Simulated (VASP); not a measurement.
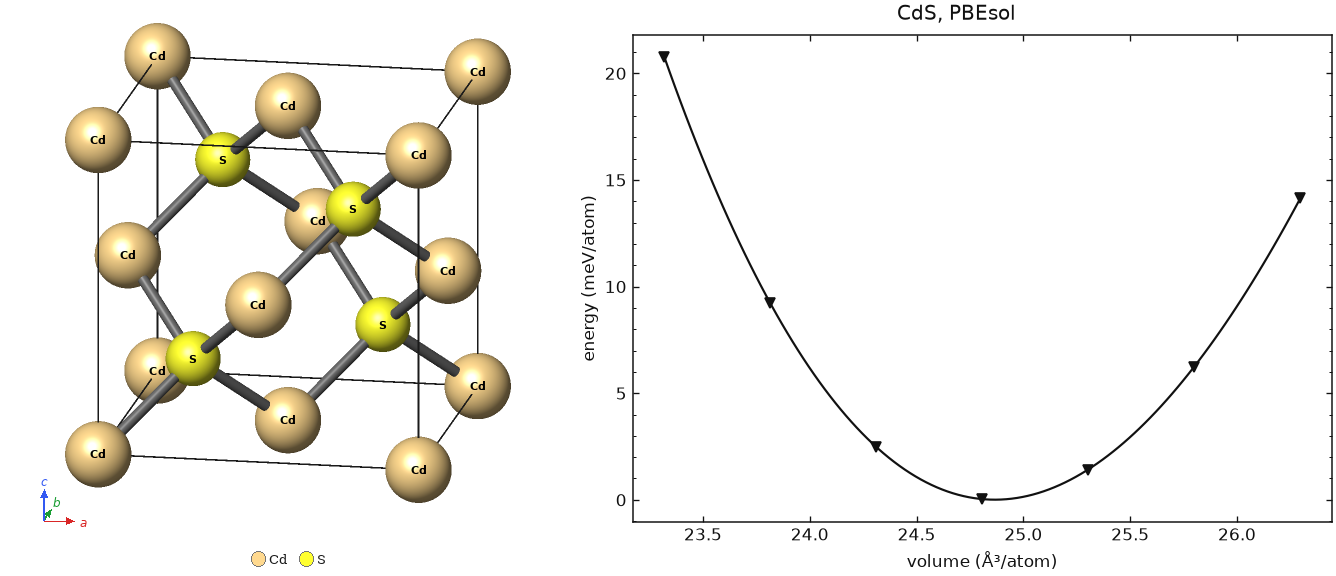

Plotted: energy against volume for CdS, space group F-43m (No. 216). The conventional cell is drawn beside the plot.

The given structure:
```yaml
crystal:
  lattice:
    - [0.00000, 2.91650, 2.91650]
    - [2.91650, 0.00000, 2.91650]
    - [2.91650, 2.91650, 0.00000]
  atoms:
    - { symbol: Cd, position: [0.00000, 0.00000, 0.00000] }
    - { symbol: S, position: [0.75000, 0.75000, 0.75000] }
```

Computed with VASP 6.6.1: plane-wave DFT, no spin polarisation; energies at scaled volumes of the given cell, shape and fractions fixed, counted from the fit's minimum, third-order Birch-Murnaghan fit. Level: PBEsol.

- k mesh: 8×8×8
- occupations: Fermi–Dirac
- smearing width: 0.05 eV
- potentials: VASP PAW PBE potentials, recommended
- wave cutoff: 520 eV

This calculation gives: equilibrium volume 24.87 Å³/atom and bulk modulus 61.2 GPa.

Now S is replaced by Te on all its sites, which gives CdTe in the same structure. What happens?

The equilibrium volume rises from 24.87 to 34.30 Å³/atom (+38 %) and the bulk modulus falls from 61.2 to 41.2 GPa (−33 %).

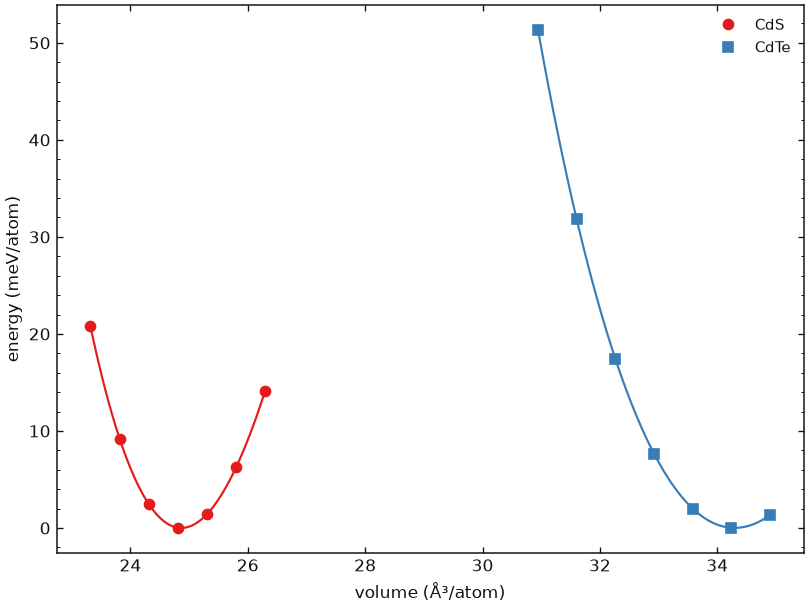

The two results together.

V0 and the bulk modulus come from third-order Birch–Murnaghan fits.
